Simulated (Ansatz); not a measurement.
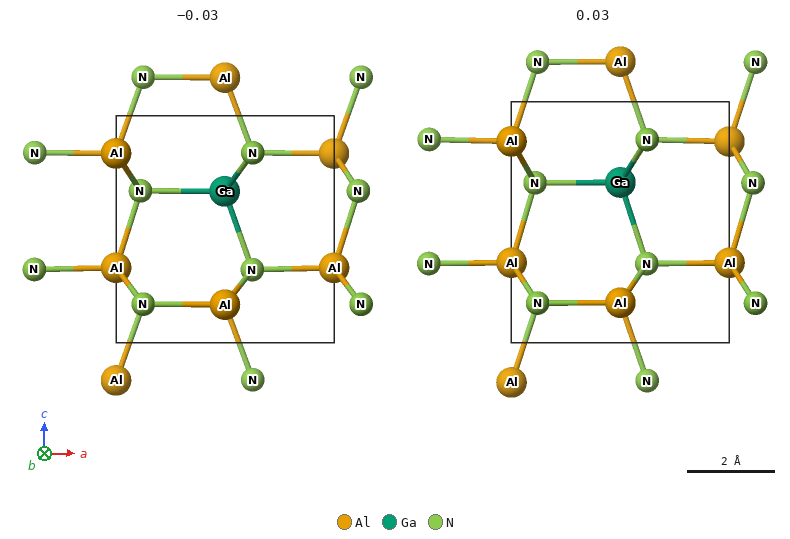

Crystalline Al3GaN4 (set up in Pm), under strain along c alone (the other axes held, atoms relaxed), with energies (extrapolated to zero smearing) counted from the relaxed crystal, which is the row at zero. The picture shows the first and the last member. A ball-and-stick model of the cell of the calculation, seen along the b axis.

Computed with Ansatz 0.2.0: DFT r2SCAN, scalar-relativistic, plane waves, PAW. (plane-wave cutoff 500 eV; k-point mesh 6 × 8 × 4; occupations gaussian; smearing width 0.02 eV; no spin polarisation; atoms relaxed in a fixed cell; force threshold 0.008 eV/Å)

| strain | energy (meV/atom) | a (Å) | b (Å) | c (Å) | band gap (eV) |
| --- | --- | --- | --- | --- | --- |
| −0.03 | 12.16 | 5.038 | 3.125 | 5.248 | 4.31 |
| −0.015 | ? | ? | ? | ? | ? |
| 0.0 | 0.00 | 5.038 | 3.125 | 5.410 | 4.15 |
| 0.015 | 2.91 | 5.038 | 3.125 | 5.492 | 3.99 |
| 0.03 | 11.45 | 5.038 | 3.125 | 5.573 | 3.83 |

Estimate the missing row from the others, and compare with the calculation.

Answer. A parabola through three neighbouring rows (−0.03, 0.0, 0.015) gives, with Lagrange weights, (0.3333)(12.16) + (1.0000)(0.00) + (−0.3333)(2.91) = 3.08 meV/atom. The calculation gives 3.00 meV/atom (a = 5.038 Å, b = 3.125 Å, c = 5.329 Å). The estimate is 0.08 meV/atom too high. For the gap a parabola through the rows −0.03, 0.0, 0.015 gives 4.26 eV, and the calculation 4.27 eV (semilocal gaps, lower than measured ones as a rule). From the first member to the last: Al–N 1.865 → 1.925 Å, Ga–N 1.920 → 1.975 Å, Al–N 1.851 → 1.905 Å.

The whole series:

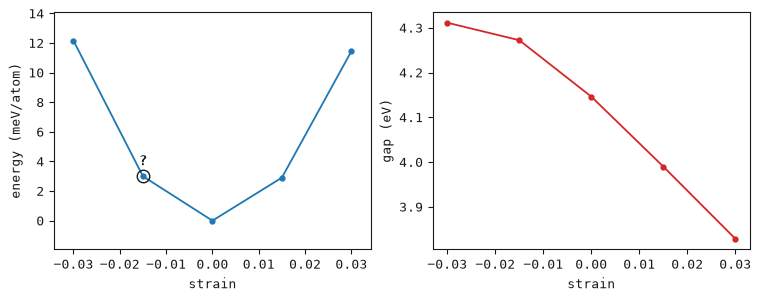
